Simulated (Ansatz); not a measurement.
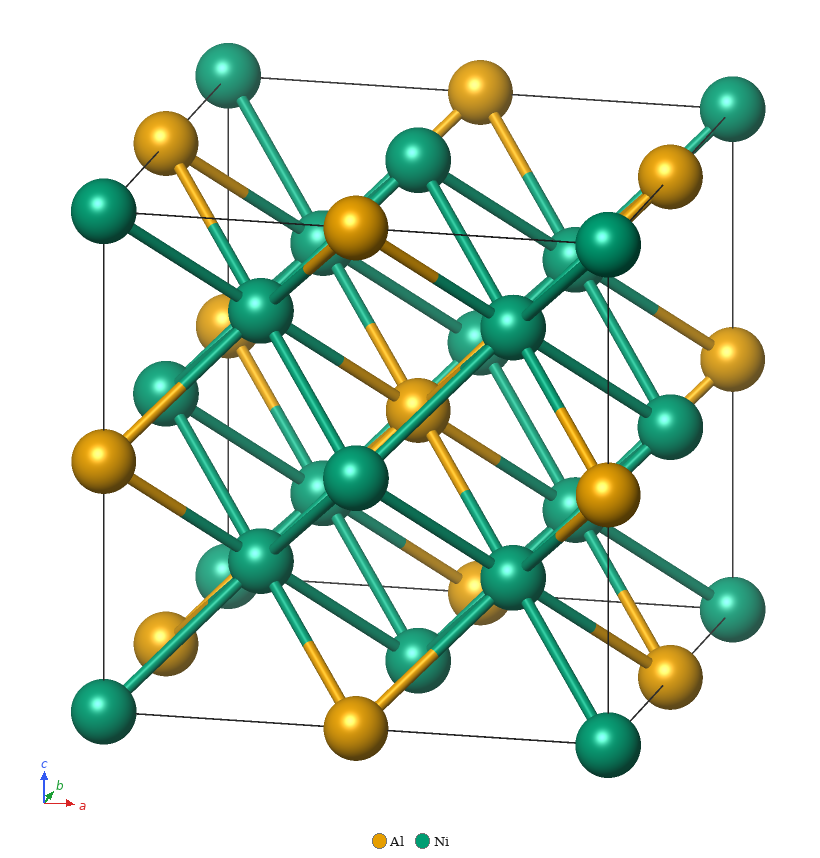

Ball-and-stick model, viewed slightly off an axis. Lines trace the edges of the conventional unit cell. Cell: a = 5.67 Å, b = 5.67 Å, c = 5.67 Å, α = 90.00°, β = 90.00°, γ = 90.00°.

The model was built from a structure listed in the Materials Project. Earlier steps of the study may have refined or changed the cell and positions. It was run through Ansatz as a DFT input.

> Notes on the structure:

The formula is AlNi3. Its lattice is face-centred cubic, its space group Fm-3m (No. 225). The structure type is D0₃ (BiF₃ or Fe₃Al type). In the cell are 4 Al, 12 Ni, which makes 4 formula units. Each Al is bonded to eight Ni in a cubic arrangement at about 2.5 Å. Ni takes two kinds of site: 8c with four Al and four Ni in a cubic arrangement (about 2.5 Å to Al, 2.5 Å to Ni); 4a with eight Ni in a cubic arrangement at about 2.5 Å. The bonds build a three-dimensional framework.

Theory: DFT LDA, scalar-relativistic, plane waves, PAW in Ansatz. Numerical settings: plane-wave cutoff 420 eV, k-points about 0.14 Å⁻¹ apart, Gaussian smearing of 0.1 eV, no spin polarisation (a spin-restricted run, not always the ground state).

> What is the electronic character?

A metal: bands cross the Fermi level.

> How are the electrons shared out in a Bader analysis?

Al +1.68 e; Ni -0.74 to -0.21 e.

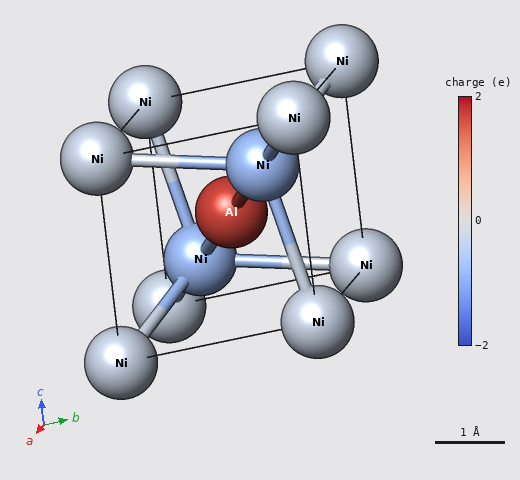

The atoms coloured by those charges. The run's cell of 4 atoms is drawn, so axes and origin can differ from the first picture.

> Can this geometry be taken as optimised?

No. All forces vanish to within 0.01 eV/Å. The pressure is -13.5 GPa, so the cell would contract.
